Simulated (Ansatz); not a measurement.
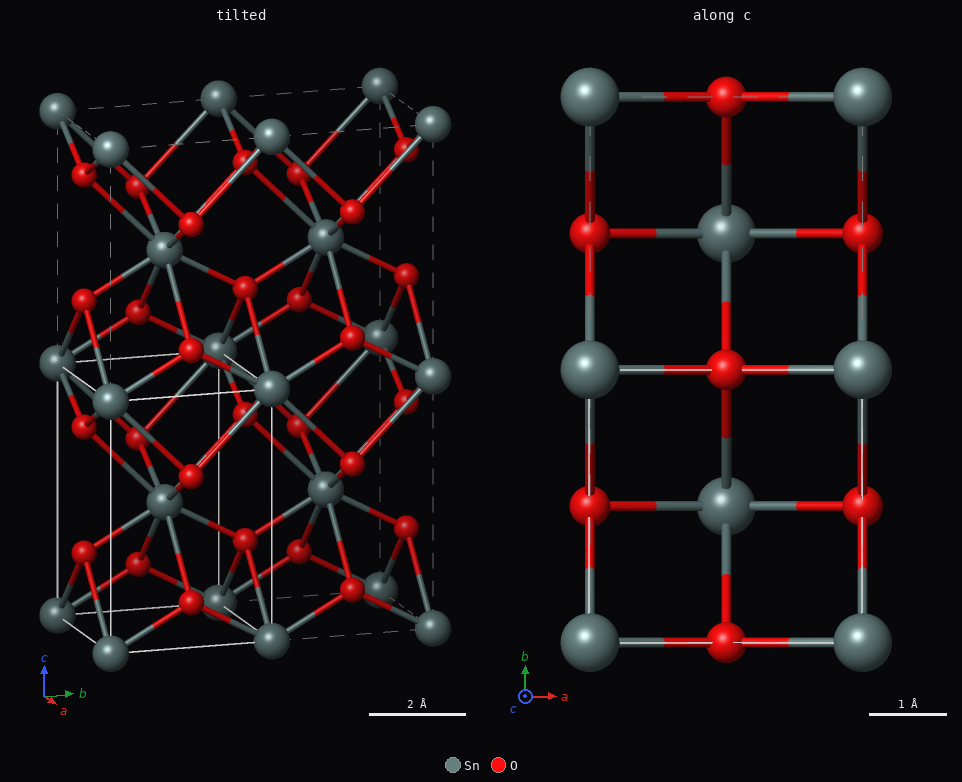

Ball-and-stick model, viewed slightly off an axis and along the c axis. Shown are 1×2×2 repeats of the conventional unit cell, one of them outlined in solid lines. Cell: a = 3.549 Å, b = 3.549 Å, c = 5.428 Å, α = 90.00°, β = 90.00°, γ = 90.00°.

- Formula: SnO$_{2}$.
- The atoms follow space group P4_2/nmc (No. 137); the Bravais lattice is primitive tetragonal.
- The cell comprises 2 formula units: 2 Sn, 4 O.
- The numbers of neighbours within bonding distance are Sn 8 and O 4.

Provenance: a structure listed in the Materials Project, with elements exchanged, so it need not be a known form of the compound. Earlier steps of the study may have refined or changed the cell and positions. It went into a calculation with Ansatz.
